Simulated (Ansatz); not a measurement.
# Si₁₆HC₁₆ (cell charge +1, with a compensating background) (cell with a defect): what the fields show

The calculation's input:

```
crystal:
  lattice:
    - [3.0941201811, -5.3591733586, 0.0]
    - [-6.1882403624, 1.0e-10, 0.0]
    - [0.0, 0.0, -10.1293391981]
  atoms:
    - { symbol: Si, position: [0.3333333333, 0.1666666667, 0.0621558122] }
    - { symbol: Si, position: [0.8333333333, 0.1666666667, 0.0621558122] }
    - { symbol: Si, position: [0.3333333333, 0.6666666667, 0.0621558122] }
    - { symbol: Si, position: [0.8333333333, 0.6666666667, 0.0621558122] }
    - { symbol: Si, position: [0.1666666667, 0.3333333333, 0.5621558122] }
    - { symbol: Si, position: [0.6666666667, 0.3333333333, 0.5621558122] }
    - { symbol: Si, position: [0.1666666667, 0.8333333333, 0.5621558122] }
    - { symbol: Si, position: [0.6666666667, 0.8333333333, 0.5621558122] }
    - { symbol: Si, position: [0.5, 0.5, 0.3121004435] }
    - { symbol: Si, position: [1.0, 0.5, 0.3121004435] }
    - { symbol: Si, position: [0.5, 1.0, 0.3121004435] }
    - { symbol: Si, position: [1.0, 1.0, 0.3121004435] }
    - { symbol: Si, position: [0.5, 0.5, 0.8121004435] }
    - { symbol: Si, position: [1.0, 0.5, 0.8121004435] }
    - { symbol: Si, position: [0.5, 1.0, 0.8121004435] }
    - { symbol: Si, position: [1.0, 1.0, 0.8121004435] }
    - { symbol: C, position: [0.3333333333, 0.1666666667, 0.2501925541] }
    - { symbol: C, position: [0.8333333333, 0.1666666667, 0.2501925541] }
    - { symbol: C, position: [0.3333333333, 0.6666666667, 0.2501925541] }
    - { symbol: C, position: [0.8333333333, 0.6666666667, 0.2501925541] }
    - { symbol: C, position: [0.1666666667, 0.3333333333, 0.7501925541] }
    - { symbol: C, position: [0.6666666667, 0.3333333333, 0.7501925541] }
    - { symbol: C, position: [0.1666666667, 0.8333333333, 0.7501925541] }
    - { symbol: C, position: [0.6666666667, 0.8333333333, 0.7501925541] }
    - { symbol: C, position: [0.0, 0.0, 0.4995521901] }
    - { symbol: C, position: [0.5, 0.0, 0.4995521901] }
    - { symbol: C, position: [0.0, 0.5, 0.4995521901] }
    - { symbol: C, position: [0.5, 0.5, 0.4995521901] }
    - { symbol: C, position: [0.0, 0.0, 0.9995521901] }
    - { symbol: C, position: [0.5, 0.0, 0.9995521901] }
    - { symbol: C, position: [0.0, 0.5, 0.9995521901] }
    - { symbol: C, position: [0.5, 0.5, 0.9995521901] }
    - { symbol: H, position: [0.6810564261, 0.8774590454, 0.9234554869] }
total_charge: 1
basis:
  ecutwfc: 420
  xc_grid: 2
kpoints:
  mp_grid: { grid: [2, 2, 2], shift: [0.0, 0.0, 0.0] }
hamiltonian:
  xc: pbe
scf:
  occupations: { method: gaussian, width: 0.02 }
output:
  forces: true
  stress: false
  eigenvalues: true
  write_density: true
  write_potential: true
  elf: true
  volumetric_format: npy
relax:
  adjacent_minimum: "off"
  f_tol: 0.02
  max_steps: 60
```

Command:

```sh
ansatz run input.yaml --threads 4 --pin off --max-ram 8192MiB --backend cpu --events-out ev --progress --plain --runs-dir out
```

The fields are those of the relaxed geometry.

All numbers below come from DFT PBE, scalar-relativistic, plane waves, PAW (Ansatz 0.2.0).

In a PAW calculation such maps are meaningful between the atoms, not at the nuclei.

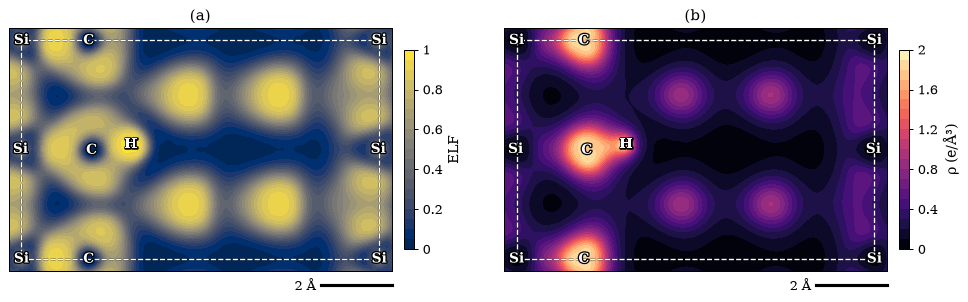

Figure 1. (a) ELF; (b) valence electron density on the (11̄0) plane of the calculation cell.

Question: What does the map show?

Answer:
- Atoms in the plane: Si, C and H.
- Atoms just off the plane (Si, 0.9 Å away and C, 0.9 Å away) can leave unmarked features too.
- C–H (1.13 Å): ρ at the midpoint is about 1.7 e/Å³; the ELF climbs to about 1 towards the hydrogen, as it does in any bond to H (a covalent bond by its length).
- Si–C (1.91 Å): ρ at the midpoint is about 0.85 e/Å³; the ELF peaks at about 0.95 between the atoms: localised, covalent bonding.
- Si–C (2.02 Å): ρ at the midpoint is about 0.64 e/Å³; the ELF peaks at about 0.90 between the atoms.
- Between the atoms the lowest density in this plane is 0.04 e/Å³.

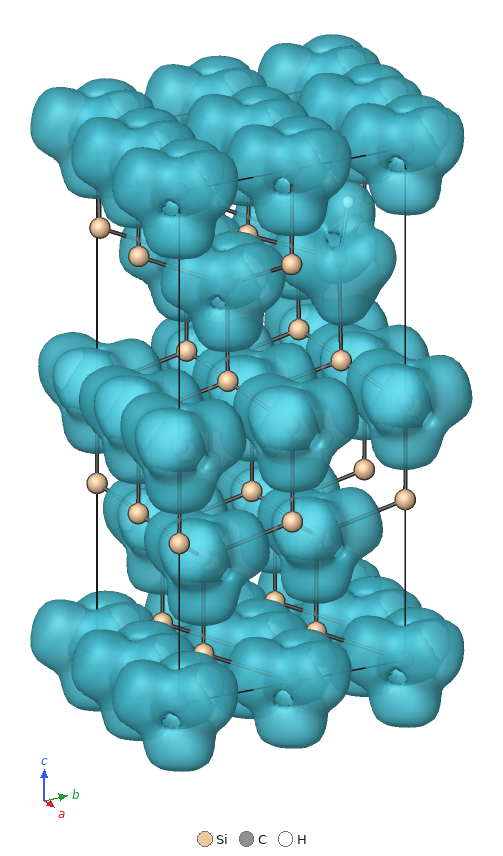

Figure 2. Isosurface of the ELF at 0.7 (cyan), seen slightly off an axis. Core shells and regions of very low density are left out. Sticks mark near contacts.

Question: What do the ELF domains correspond to?

Answer: At this value the surface marks out 15 regions on C in which the atom's valence shell and bonds are merged and one joined region spread over several atoms (C, H, Si), in which their bonds and any lone pairs are merged, counted in one cell of 33 atoms. Regions shared between cells count once. Profiles from the grid: Si–C (1.86 Å): the ELF peaks at about 0.95 between the atoms; a shared electron pair.

Question: Metal or insulator at this level of theory?

Answer: It is gapped, with a Kohn–Sham gap of 1.7 eV on the k-point mesh, an upper bound to the gap of this method.
